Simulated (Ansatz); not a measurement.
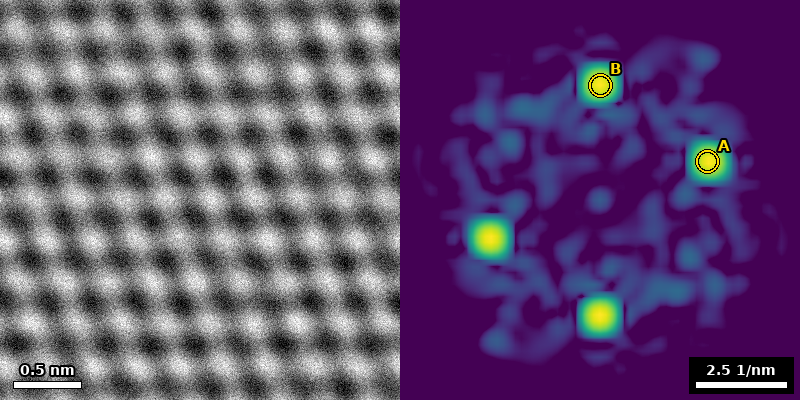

Phase-contrast TEM-like image of Cu (Fd-3m, No. 227) along [110]. Simulated in the weak-phase-object approximation with neutral-atom potentials: 300 kV, Cs = 1.20 mm, defocus −583 Å (negative is underfocus), defocus spread 20 Å, aperture 0.49 1/Å. Shot noise and the speckle of an amorphous layer were added. Structure used: the geometry given to an electronic-structure calculation, possibly off equilibrium; the starting structure was generated, so it need not be a known form of this composition.

The right panel is the modulus of the image's Fourier transform on a logarithmic scale.

a = 5.418 Å, b = 5.418 Å, c = 5.418 Å, α = 90.00°, β = 90.00°, γ = 90.00°

Index the marked spots and give their plane spacings (the zone axis points at the viewer; indices equivalent by symmetry, or all signs reversed, are as good).

Answer. A: (1 -1 1), d = 3.13 Å; B: (1 -1 -1), d = 3.13 Å. A and B enclose 71°, and every spot obeys the zone law hu + kv + lw = 0 for [110].
